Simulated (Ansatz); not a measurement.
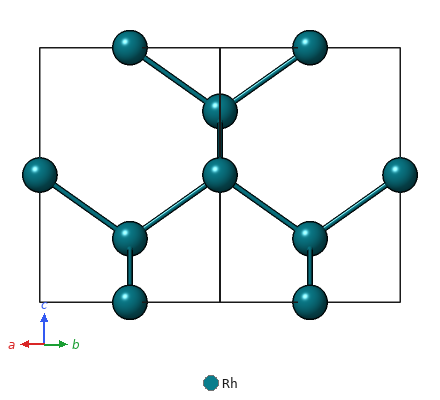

Rh (Fd-3m, No. 227): the end point of a relaxation with DFT, PBE, plane waves (420 eV) with PAW, scalar-relativistic (Ansatz); the starting structure was generated, so it need not be a known form of this composition.

```
Rh
1.0
     5.51402    0.00000    0.00000
     0.00000    5.51402    0.00000
     0.00000    0.00000    5.51402
Rh
8
Direct
  0.75000 0.75000 0.75000
  0.00000 0.50000 0.00000
  0.75000 0.25000 0.25000
  0.00000 0.00000 0.50000
  0.25000 0.75000 0.25000
  0.50000 0.50000 0.50000
  0.25000 0.25000 0.75000
  0.50000 0.00000 0.00000
```

What will a map of the projected electrostatic potential along [110] show? Computed as the sum of neutral-atom potentials (tabulated electron scattering factors, B = 0.5 Å²) projected along the beam and smoothed by 0.25 Å; brighter is more positive.

The columns repeat on a centred rectangular net of 3.90 × 5.51 Å (plane group c2mm). All columns are alike (Rh). The shortest distance between visible columns is 1.38 Å in projection. Along the beam the structure repeats every 3.90 Å.

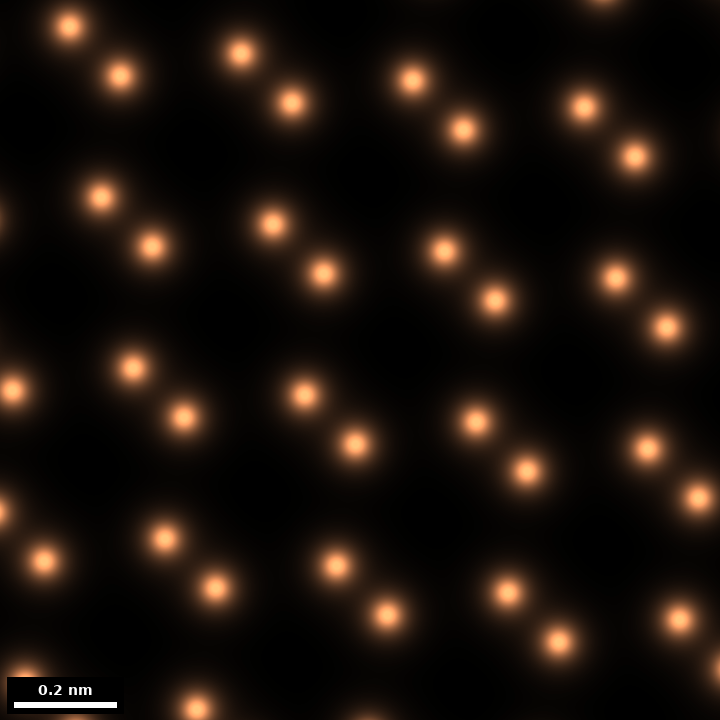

The simulated image.

What mean inner potential do neutral atoms give for this crystal?

About 21 V (the sum of the forward scattering factors over the cell volume; bonding usually lowers the true value).
